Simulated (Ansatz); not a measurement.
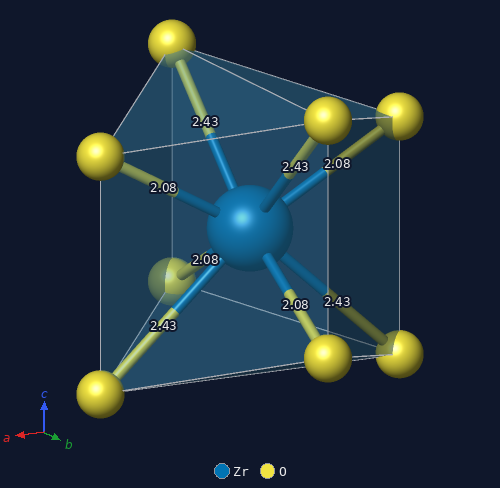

Coordination of Zr in ZrO2 (P4_2/nmc); bond lengths in Å. Continuous shape measures are computed against ideal polyhedra (0 is ideal; above about 3 the distortion is strong). Source: coordinates from a relaxation with DFT PBE, scalar-relativistic, plane waves, PAW (Ansatz 0.2.0).

> Name the coordination polyhedron and say how regular it is.

ZrO8: a clearly distorted cube (coordination number 8, S = 1.81; next best triangular dodecahedron, S = 4.3).

> Does the central atom sit at the centroid of its ligands?

Yes, to within 0.01 Å; the site symmetry is -4m2.

> Is there a pattern of short and long bonds?

Yes, a 4 + 4 pattern: 4 short (2.08 Å on average) and 4 long (2.43 Å).
